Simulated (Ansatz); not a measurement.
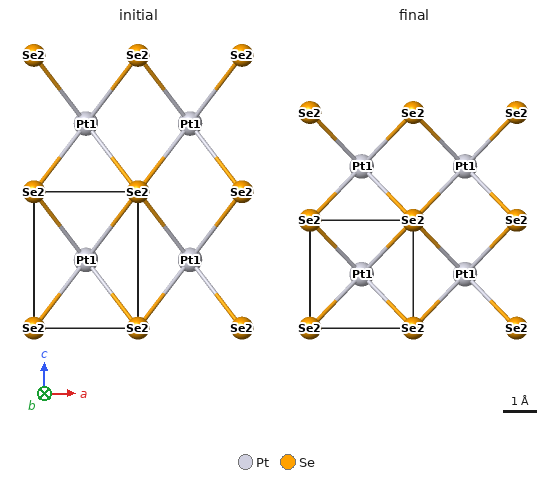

The structure of crystalline PtSe (built on the CuAu (L1_0)_123 type) (coarse preliminary run) before (left) and after (right) a relaxation, at one scale.

Style: ball-and-stick. Shown: the cell of the calculation, repeated 2 × 1 × 2 with one cell outlined, along the b axis.

Case: CuAu (L1_0) type (P4/mmm, No. 123).

Computed with DFT r2SCAN, scalar-relativistic, plane waves, PAW (Ansatz).

Input file:
```yaml
crystal:
  lattice:
    - [3.2077351364, 0.0, 0.0]
    - [0.0, 3.2077351364, 0.0]
    - [0.0, 0.0, 4.204424268]
  atoms:
    - { symbol: Pt, position: [0.5, 0.5, 0.5] }
    - { symbol: Se, position: [0.0, 0.0, 0.0] }
basis:
  ecutwfc: 500
kpoints:
  mp_grid: { grid: [6, 6, 4] }
hamiltonian:
  xc: r2scan
scf:
  occupations: { method: gaussian, width: 0.1 }
  lower_state_search: "off"
output:
  forces: true
  stress: true
  eigenvalues: true
relax:
  adjacent_minimum: "off"
  f_tol: 0.04
  max_steps: 70
  cell: { stress_tol: 0.4 }
```

Run as
```bash
ansatz run input.yaml --threads 1 --pin off --max-ram 2560MiB --backend cpu --events-out ev --progress --plain --runs-dir out
```

Summarise the run.

Answer. The atoms keep their places relative to the cell (all moves are under 0.005 Å). The volume changes by −22.0 %, with a = b 3.208 → 3.187 Å (−0.6 %), c 4.204 → 3.323 Å (−21.0 %). Near-neighbour distances that change, for instance: Se2–Se2 4.204 → 3.323 Å, Pt1–Se2 3.093 → 2.800 Å. The space group stays P4/mmm (No. 123). Over 5 accepted moves (6 points after the start) the energy falls by 460 meV per atom. All forces vanish by symmetry, so only the cell relaxes. Pressure: −19.57 GPa at the start and 0.13 GPa at the end. At 1 point the geometry stayed and the basis and grid were re-selected for the new cell (energy shift of 0.5 meV per atom at most each time). The run took 14 s on 1 thread of Intel(R) Xeon(R) 6975P-C (Granite Rapids), on a shared host, peak memory 0.48 GiB.

Limits of the set-up: the k-point mesh is coarse for a cell with partly filled bands.
